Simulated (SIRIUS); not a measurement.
# Energy of BaTe along an even scaling of the cell

System: BaTe (Fm-3m, 2 atoms in the cell).
Method: Kohn-Sham DFT of a periodic cell, PBEsol, dojo-sr-pbesol-0.4.1-standard, no spin polarisation (SIRIUS 7.10.0).

The 7 runs differ only in the geometry, by an even scaling of the cell at fixed fractional positions. The structure derives from an entry of the Crystallography Open Database.

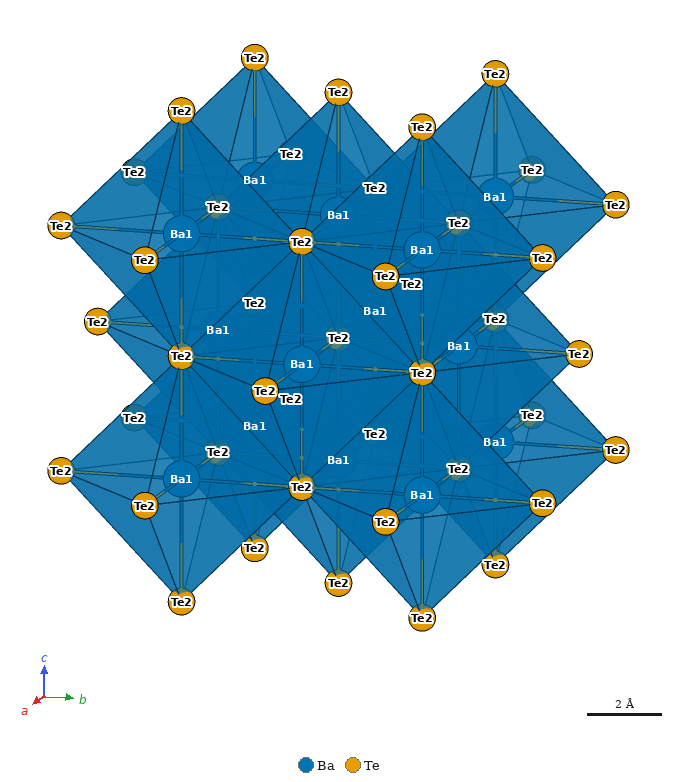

Figure 1. The structure of run 4 (polyhedral view of the cell 4 times as large as that of the calculation, set on its symmetry axes, seen slightly off an axis; polyhedra are completed across the faces of the cell; atoms are numbered from 1 in the order of the input). An atom can appear more than once, as a periodic image.

## Input of run 4
```
{
  "control": {
    "processing_unit": "cpu",
    "verbosity": 2,
    "num_bands_to_print": 21,
    "print_forces": true,
    "print_stress": true
  },
  "parameters": {
    "electronic_structure_method": "pseudopotential",
    "xc_functionals": ["XC_GGA_X_PBE_SOL", "XC_GGA_C_PBE_SOL"],
    "gk_cutoff": 9.0,
    "pw_cutoff": 18.0,
    "ngridk": [7, 7, 7],
    "shiftk": [0, 0, 0],
    "smearing": "fermi_dirac",
    "smearing_width": 0.0018374661,
    "num_bands": 21,
    "num_mag_dims": 0,
    "num_dft_iter": 100,
    "energy_tol": 1e-08,
    "density_tol": 1e-06
  },
  "iterative_solver": {
    "type": "davidson",
    "min_tolerance": 1e-09,
    "tolerance_scale": [0.1, 0.25]
  },
  "mixer": {
    "type": "anderson",
    "beta": 0.7,
    "max_history": 8
  },
  "settings": {
    "tol_ne": 1e-10,
    "pseudo_grid_cutoff": 6.5
  },
  "unit_cell": {
    "lattice_vectors": [
      [0.0, 6.443966084974, 6.443966084974],
      [6.443966084974, 0.0, 6.443966084974],
      [6.443966084974, 6.443966084974, 0.0]
    ],
    "atom_coordinate_units": "lattice",
    "atom_types": ["Ba", "Te"],
    "atom_files": {
      "Ba": "Ba.json",
      "Te": "Te.json"
    },
    "atoms": {
      "Ba": [
        [0.0, 0.0, 0.0]
      ],
      "Te": [
        [0.5, 0.5, 0.5]
      ]
    }
  }
}
```

Command:
```bash
upf_to_json Ba.upf
upf_to_json Te.upf
OMP_NUM_THREADS=1 sirius.scf --input=sirius.json --output=out.json --task=0
```

Lattice vectors (Å) and fractional positions of run 4:
```
   0.000000    3.410000    3.410000
   3.410000    0.000000    3.410000
   3.410000    3.410000    0.000000
Ba  0.000000  0.000000  0.000000
Te  0.500000  0.500000  0.500000
```

Run 2 differs from it as follows:
```diff
-      [0.0, 6.443966084974, 6.443966084974],
-      [6.443966084974, 0.0, 6.443966084974],
-      [6.443966084974, 6.443966084974, 0.0]
+      [0.0, 6.35687478616, 6.35687478616],
+      [6.35687478616, 0.0, 6.35687478616],
+      [6.35687478616, 6.35687478616, 0.0]
```

## Results, with one run withheld

```csv
run,volume per atom (Å³),"free energy per atom, from the lowest run given (meV)",pressure (GPa),gap on the mesh (eV)
1,37.273,66.88,5.00,1.17
2,38.066,?,?,?
3,38.859,27.64,2.98,1.28
4,39.652,15.02,2.11,1.34
5,40.445,6.47,1.34,1.38
6,41.238,1.58,0.63,1.43
7,42.031,0.00,0.00,1.47
```

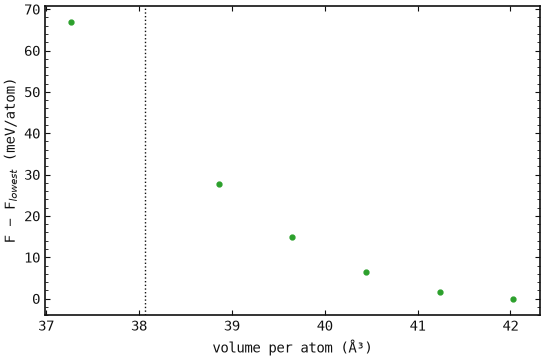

Figure 2. Free energy per atom of the runs given; the dotted line marks run 2.

Fit the runs given and predict run 2.

A cubic polynomial in V^(−2/3) (the Birch–Murnaghan form), fitted to the 6 runs given, misses them by under 0.01 meV per atom. With x = V^(−2/3) − 0.08569 Å⁻², it reads F = 12.329 + 8302.3 x + 1.4072e+06 x² + 3.1971e+06 x³ (meV per atom). At run 2 it gives 44.76 meV per atom, and the run itself gives 44.76. The slope of the fit gives a pressure −dF/dV of 3.95 GPa there, and the run prints 3.94 GPa. The fit has no minimum inside this range. The gap on the mesh goes, without turning, from 1.17 eV in run 1 to 1.47 eV in run 7; run 2 has 1.23 eV. These are gaps of this functional on this mesh, which can miss the band edges; they aren't the measured gap.

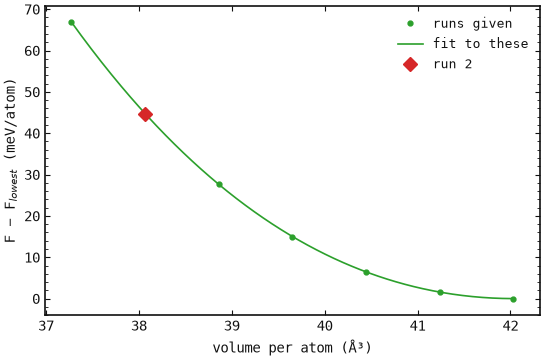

Figure 3. The fit and the withheld run.

## Some lines of the output (run 2)
```
[...]
[find] Efermi                         :       0.30819805
[find] Total energy                   :    -132.89993734 (Ha),    -265.79987469 (Ry)
[find] Free energy (E-TS)             :    -132.89993735 (Ha),    -265.79987470 (Ry)
[find] band gap (eV)                  :       1.22631470
[find] Efermi                         :       0.30820298
[find] Total energy                   :    -132.89993735 (Ha),    -265.79987469 (Ry)
[find] Free energy (E-TS)             :    -132.89993735 (Ha),    -265.79987471 (Ry)
[find] band gap (eV)                  :       1.22634303
[find] Efermi                         :       0.30820262
[find] Total energy                   :    -132.89993735 (Ha),    -265.79987470 (Ry)
[find] band gap (eV)                  :       1.22633417
[find] Efermi                         :       0.30820283
[find] band gap (eV)                  :       1.22633076
[find] Efermi                         :       0.30820296
```
